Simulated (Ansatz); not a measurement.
# Run report: Mo, single-point calculation

Mo (slab, 5 atoms in the cell), computed with DFT, LDA, all-electron LAPW, scalar-relativistic, no spin polarisation (Ansatz 0.2.0).

It belongs to a series of runs on one base structure; here: field of 0.1 V/A along the normal, LAPW. Figures and captions count atoms from 1; the log counts them from 0 in places.

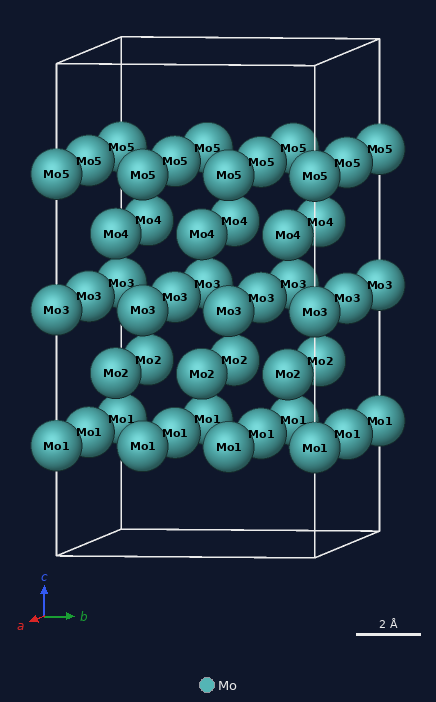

*The input geometry (spheres-only view of the 2 × 3 repeat of the cell, with the vacuum cut short, seen slightly off an axis; atoms are numbered from 1 in the order of the input). An atom can appear more than once, as a periodic image.*

## The input
```yaml
crystal:
  lattice:
    - [2.6943125793, 0.0, 0.0]
    - [-0.8981041931, 2.5402222606, 0.0]
    - [0.0, 0.0, 24.7996]
  atoms:
    - { symbol: Mo, position: [0.0, 0.0, 0.3262445383] }
    - { symbol: Mo, position: [0.5, 0.5, 0.4108297544] }
    - { symbol: Mo, position: [0.0, 0.0, 0.499999998] }
    - { symbol: Mo, position: [0.5, 0.5, 0.5891702487] }
    - { symbol: Mo, position: [0.0, 0.0, 0.6737554606] }
kpoints:
  mp_grid: { grid: [13, 13, 1] }
scf:
  occupations: { method: fermi_dirac, width: 0.05 }
hamiltonian:
  xc: lda
  pseudopotentials: { kind: all_electron, lapw: { basis_error: 0.001 } }
output:
  forces: true
  stress: true
  eigenvalues: true
efield:
  axis: 3
  amplitude: 0.1
  dipole_correction: true
```

Run on 2 threads of Arm Neoverse V1, 24 GiB of memory available, shared host.

Launched with:
```bash
ansatz run input.yaml --threads 2 --pin off --max-ram 4096MiB --backend cpu --events-out ev --progress --plain --runs-dir out
```

## What the program printed
```
LAPW: plane waves up to 8.491 Å⁻¹, error target 1.0e-3 eV per atom; small_component_spin mean_spin; Mo in spheres of 1.306 Å, 30 of its electrons in bands, Dirac shells [] (how accurate: hamiltonian.pseudopotentials.lapw.basis_error, Limitations)
Engine: ansatz 0.2.0, aarch64-unknown-linux-gnu
Pseudopotentials: kind: all_electron
Pseudopotential: Mo, LAPW, valence charge 30, lapw/all_electron/scalar/gaussian/Mo, Koelling and Harmon's equation, gaussian nucleus
Functional definition: SPW92
  exchange = slater_x
  correlation = pw_c
Crystal: 5 atoms, lattice volume = 169.732 Å³
Basis set: ecut = 274.6890495654363 eV, 1743 PW (Γ), exchange–correlation at level 2
Bands: 90, of which v1, the nominal top of the filled ones, is band 75 counted from 1 (74 counted from 0)
Symmetry: 4 space group operations
k-points: 49 of 169
Non-local potential: Mo, projectors of the file, none
Initial density: superposition of atomic densities (neutral atoms: chi_scale 0, normalization atom, screened)
Initial wavefunctions: plane waves of lowest kinetic energy (no species holds an atomic orbital)
Functional: x = slater, c = lda
iter 1 solved again at ethr=1.29e-2 eV; its pass at ethr=1.00e-1 eV (dr2=1.94e1 eV) is discarded
SCF iter   1: F=—  HF=-550325.311202 eV  |F-HF|=—  |Δ(HF+E_count)|=         —  Δρ=4.50e-2  dr2=1.94e1  ethr=1.29e-2  p=0.046 e·Å  D=4.87e-2 V/Å  ΔV_dip=-1.21 eV  dr2_dipole=1.79e-3  V_vac-E_F(+/−)=7.02/6.07 eV  ⟨swp⟩=2.0  Hψ=25977  notcnv=0
efield: sawtooth ramp at fractional position 0.9500 (placed from the atoms, in the widest stretch of the axis that holds none; the zero of the levels goes with the place), width 0.1000; the density the first Hamiltonian is built on has a dipole p = 0.046 e·Å; the dipole correction subtracts the counter field D = 4.87e-2 V/Å, which shifts the + side's vacuum level by -1.21 eV against the − side's; the planar-averaged density in the ramp window peaks in size at 5.8e-6 e/Å³
preconditioner: auto → LDOS  [metal: Δε(μ)=0.011 eV  Ē_g=6.212 eV  σ=0.050 eV  W_gap=0.05  n_scr=48 (ndim 8)  ℏωp=15.6 eV  f_vac=0.522  D(μ)=4.96/eV (n_scr^D=18)  β→1.0]
SCF iter   2: F=—  HF=-550322.166959 eV  |F-HF|=—  |Δ(HF+E_count)|=    3.14e0  Δρ=2.06e-2  dr2=3.17e0  ethr=1.29e-2  p=0.049 e·Å  D=5.25e-2 V/Å  ΔV_dip=-1.30 eV  dr2_dipole=1.38e-3  V_vac-E_F(+/−)=5.02/4.16 eV  ⟨swp⟩=3.0  Hψ=12426  notcnv=0
iter 3 solved again at ethr=1.38e-4 eV; its pass at ethr=2.11e-3 eV (dr2=2.07e-1 eV) is discarded
SCF iter   3: F=—  HF=-550321.445514 eV  |F-HF|=—  |Δ(HF+E_count)|=   7.21e-1  Δρ=6.53e-3  dr2=2.07e-1  ethr=1.38e-4  p=0.047 e·Å  D=5.06e-2 V/Å  ΔV_dip=-1.25 eV  dr2_dipole=1.33e-6  V_vac-E_F(+/−)=5.47/4.57 eV  ⟨swp⟩=2.0  Hψ=23771  notcnv=0
SCF iter   4: F=—  HF=-550321.369257 eV  |F-HF|=—  |Δ(HF+E_count)|=         —  Δρ=1.98e-3  dr2=7.29e-3  ethr=1.38e-4  p=0.048 e·Å  D=5.09e-2 V/Å  ΔV_dip=-1.26 eV  dr2_dipole=2.75e-6  V_vac-E_F(+/−)=5.29/4.39 eV  ⟨swp⟩=3.0  Hψ=14422  notcnv=0
the basis was enlarged: its passes take 1.7 MiB over the memory plan, 2 of 2 planned eigensolver slots
SCF iter   5: F=—  HF=-550321.367487 eV  |F-HF|=—  |Δ(HF+E_count)|=   1.77e-3  Δρ=5.10e-4  dr2=1.15e-3  ethr=4.86e-6  p=0.048 e·Å  D=5.08e-2 V/Å  ΔV_dip=-1.26 eV  dr2_dipole=3.05e-8  V_vac-E_F(+/−)=5.26/4.36 eV  ⟨swp⟩=3.0  Hψ=13881  notcnv=0
SCF iter   6: F=—  HF=-550321.367134 eV  |F-HF|=—  |Δ(HF+E_count)|=   3.53e-4  Δρ=1.24e-4  dr2=4.40e-5  ethr=7.66e-7  p=0.048 e·Å  D=5.08e-2 V/Å  ΔV_dip=-1.26 eV  dr2_dipole=5.38e-11  V_vac-E_F(+/−)=5.24/4.35 eV  ⟨swp⟩=2.3  Hψ=13210  notcnv=0
SCF iter   7: F=—  HF=-550321.367134 eV  |F-HF|=—  |Δ(HF+E_count)|=   2.34e-7  Δρ=4.86e-5  dr2=8.51e-6  ethr=2.93e-8  p=0.048 e·Å  D=5.08e-2 V/Å  ΔV_dip=-1.26 eV  dr2_dipole=9.40e-11  V_vac-E_F(+/−)=5.24/4.34 eV  ⟨swp⟩=2.1  Hψ=13197  notcnv=0
SCF iter   8: F=—  HF=-550321.367135 eV  |F-HF|=—  |Δ(HF+E_count)|=   1.07e-6  Δρ=1.26e-5  dr2=1.89e-6  ethr=5.67e-9  p=0.048 e·Å  D=5.08e-2 V/Å  ΔV_dip=-1.26 eV  dr2_dipole=1.73e-9  V_vac-E_F(+/−)=5.23/4.33 eV  ⟨swp⟩=3.0  Hψ=13927  notcnv=0
SCF iter   9: F=-550321.367135 eV  HF=-550321.367135 eV  |F-HF|=3.49e-9  |Δ(HF+E_count)|=   2.64e-7  Δρ=3.26e-6  dr2=6.01e-8  ethr=1.26e-9  p=0.048 e·Å  D=5.08e-2 V/Å  ΔV_dip=-1.26 eV  dr2_dipole=4.42e-11  V_vac-E_F(+/−)=5.23/4.33 eV  ⟨swp⟩=3.0  Hψ=13656  notcnv=0
SCF 1 converged in 9 iterations: F = -550321.367135 eV  dr2 = 6.01e-8
SCF converged after 9 iterations
Free energy (F): -550321.367135 eV
Harris-Foulkes:  -550321.367135 eV  (|F-HF|=3.49e-9)
Internal energy: -550321.332415 eV  (E = F + TS)
E sigma→0 (E₀):  -550321.349775 eV
Entropy (-TS):   -0.034720 eV (-6.944 meV/atom)
Fermi energy:    8.145975 eV
Dipole field:    D = 0.050803 V/Å  (p = 0.047653 e·Å, saw-weighted, corrected)
Work function:   not extracted (applied field tilts the vacuum); planar V_es + V_field profile in the machine report
Levels:          The Fermi level and band energies are counted from a zero that moves with the ramp; work functions are not
--- Per-component energies (eV) ---
  E_band       = -22666.598206
  E_kinetic    = 570130.344544
  E_xc         = -16282.917426
  E_efield     = -0.003555  (sawtooth field / dipole correction)
  E_electrostatic = -1104168.755978  (all electrons and nuclei)
  E_smearing   = -0.034720  (= −TS)
  E_closure    = 0.000000  (closes the sum)
  E_atoms      = -550263.201634  (free atoms, spherical and without spin; not in F)
  Σ components = -550321.367135   (vs F -550321.367135, Δ=0.00e0)
  Basis errors (estimates in eV, not in F): energy 3.1e-4 per atom: plane waves 2.7e-4 (1.5e-4 summed), levels above the bands 8.4e-41, relativity 9.1e-9, radial functions 4.0e-5, core shells 6.1e-7; eigenvalues (radial functions only) 9.3e-7; not estimated: angular momenta, meshes, grids; target (lapw.basis_error) 1.0e-3; muffin-tin radii Mo 1.306 Å
--- Forces (eV/Å), atoms counted from 1 ---
  atom   1  Mo    -0.00000000     0.00000000    -0.00653362
  atom   2  Mo     0.00000000    -0.00000000     0.01032332
  atom   3  Mo    -0.00000000     0.00000000    -0.00328737
  atom   4  Mo     0.00000000    -0.00000000    -0.00024790
  atom   5  Mo     0.00000000    -0.00000000    -0.00027469
  max |Σ_I F_I| component: 2.03e-5 eV/Å
--- Stress (GPa, compression-positive) ---
       -2.603164       0.079517       0.000000
        0.079517      -2.546937      -0.000000
        0.000000      -0.000000       0.004263
  P = ⅓ Tr σ = -1.7153 GPa (-17.153 kbar)
--- Band table (eV; the first three rows and the last of 49) ---
  k-point 0: bands = ["-367.1207", "-367.1202", "-367.1189", "-367.1184", "-367.1136", "-367.1123", "-367.1104", "-367.1029", "-367.0933", "-366.9644", "-366.9629", "-366.9503", "-366.9490", "-366.9329", "-366.9314", "-209.7011", "-209.6993", "-209.6955", "-209.6937", "-209.6846", "-209.6840", "-209.6712", "-209.6693", "-209.6645", "-209.6629", "-209.6626", "-209.6610", "-209.6596", "-209.6496", "-209.6440", "-209.5304", "-209.5290", "-209.5193", "-209.5177", "-209.5070", "-209.5057", "-209.4933", "-209.4919", "-209.4827", "-209.4814", "-53.0407", "-52.9757", "-52.8336", "-52.6607", "-52.6527", "-27.7742", "-27.5093", "-26.9938", "-26.7544", "-26.6553", "-26.5110", "-26.4269", "-26.3281", "-26.3264", "-26.2911", "-26.2841", "-26.1785", "-26.1603", "-26.0686", "-26.0674", "1.0723", "1.9986", "2.6031", "2.9748", "3.0053", "4.5564", "4.8922", "5.6129", "6.3045", "6.4596", "6.5962", "6.7477", "6.7761", "6.8812", "7.2147", "7.7283", "8.6815", "9.2344", "9.4171", "9.4758", "9.6099", "9.6850", "9.7807", "9.8599", "9.9346", "10.0160", "10.1223", "10.3938", "10.5017", "11.4918"]
  k-point 1: bands = ["-367.1207", "-367.1202", "-367.1189", "-367.1184", "-367.1136", "-367.1123", "-367.1104", "-367.1029", "-367.0933", "-366.9644", "-366.9629", "-366.9503", "-366.9490", "-366.9329", "-366.9314", "-209.7011", "-209.6993", "-209.6955", "-209.6937", "-209.6846", "-209.6840", "-209.6712", "-209.6693", "-209.6645", "-209.6629", "-209.6626", "-209.6610", "-209.6596", "-209.6496", "-209.6440", "-209.5304", "-209.5290", "-209.5193", "-209.5177", "-209.5070", "-209.5057", "-209.4933", "-209.4919", "-209.4827", "-209.4814", "-53.0281", "-52.9648", "-52.8258", "-52.6540", "-52.6466", "-27.7497", "-27.5013", "-27.0297", "-26.7855", "-26.6501", "-26.5945", "-26.3804", "-26.3651", "-26.3635", "-26.3299", "-26.3179", "-26.2017", "-26.1873", "-26.0987", "-26.0973", "1.2706", "2.1872", "2.7930", "3.1723", "3.2004", "4.6148", "4.9341", "5.6368", "6.2141", "6.3165", "6.4911", "6.5768", "6.8487", "6.8822", "7.2261", "7.9601", "8.3194", "8.9255", "9.1375", "9.2291", "9.5337", "9.5467", "9.7284", "9.8929", "10.0282", "10.0509", "10.2904", "10.5624", "10.8517", "11.8025"]
  k-point 2: bands = ["-367.1207", "-367.1202", "-367.1189", "-367.1184", "-367.1136", "-367.1123", "-367.1104", "-367.1029", "-367.0933", "-366.9644", "-366.9629", "-366.9503", "-366.9490", "-366.9329", "-366.9314", "-209.7011", "-209.6993", "-209.6955", "-209.6937", "-209.6846", "-209.6840", "-209.6712", "-209.6693", "-209.6645", "-209.6629", "-209.6626", "-209.6610", "-209.6596", "-209.6496", "-209.6440", "-209.5304", "-209.5290", "-209.5193", "-209.5177", "-209.5070", "-209.5057", "-209.4933", "-209.4919", "-209.4827", "-209.4814", "-52.9924", "-52.9342", "-52.8048", "-52.6357", "-52.6300", "-27.6808", "-27.4870", "-27.1383", "-26.9029", "-26.7451", "-26.6629", "-26.4840", "-26.4719", "-26.4096", "-26.3952", "-26.3385", "-26.3092", "-26.2558", "-26.1302", "-26.1223", "1.8096", "2.6595", "3.2868", "3.6485", "3.6646", "4.7589", "5.0180", "5.6681", "5.8349", "6.0929", "6.2920", "6.3794", "6.4263", "7.2842", "7.5791", "7.6096", "8.0387", "8.6244", "9.0342", "9.0707", "9.2783", "9.4795", "9.7194", "9.8867", "10.0881", "10.3741", "10.7122", "10.7273", "11.0005", "12.4561"]
  k-point 48: bands = ["-367.1207", "-367.1202", "-367.1189", "-367.1184", "-367.1136", "-367.1123", "-367.1104", "-367.1029", "-367.0933", "-366.9644", "-366.9629", "-366.9503", "-366.9490", "-366.9329", "-366.9314", "-209.7011", "-209.6993", "-209.6955", "-209.6937", "-209.6846", "-209.6840", "-209.6711", "-209.6693", "-209.6645", "-209.6629", "-209.6626", "-209.6610", "-209.6596", "-209.6496", "-209.6440", "-209.5304", "-209.5291", "-209.5193", "-209.5177", "-209.5070", "-209.5057", "-209.4933", "-209.4919", "-209.4827", "-209.4814", "-52.7401", "-52.6943", "-52.5876", "-52.4219", "-52.4188", "-27.8316", "-27.7301", "-27.5193", "-27.3299", "-27.3197", "-27.2832", "-27.2784", "-27.2161", "-27.1163", "-26.9581", "-26.7477", "-26.6951", "-26.6687", "-26.4146", "-26.2801", "2.5117", "2.6374", "2.8146", "3.0103", "3.4458", "3.5697", "3.8222", "4.7968", "4.9324", "5.7352", "6.8200", "7.6152", "8.6532", "8.7896", "9.0889", "9.6676", "9.8978", "9.9747", "10.6442", "11.4450", "11.6588", "12.0877", "12.2963", "12.6419", "12.9691", "13.0247", "13.0277", "15.0392", "16.0071", "16.3544"]
```

## Key numbers

- outcome: converged
- electrons in bands (core shells apart): 150
- free energy: −550321.3671 eV
- Fermi energy: 8.146 eV
- largest force (length of the vector): 0.010 eV/Å
- wall time: 4.3 min (CPU time 8.5 min)
- peak memory: 1.2 GiB
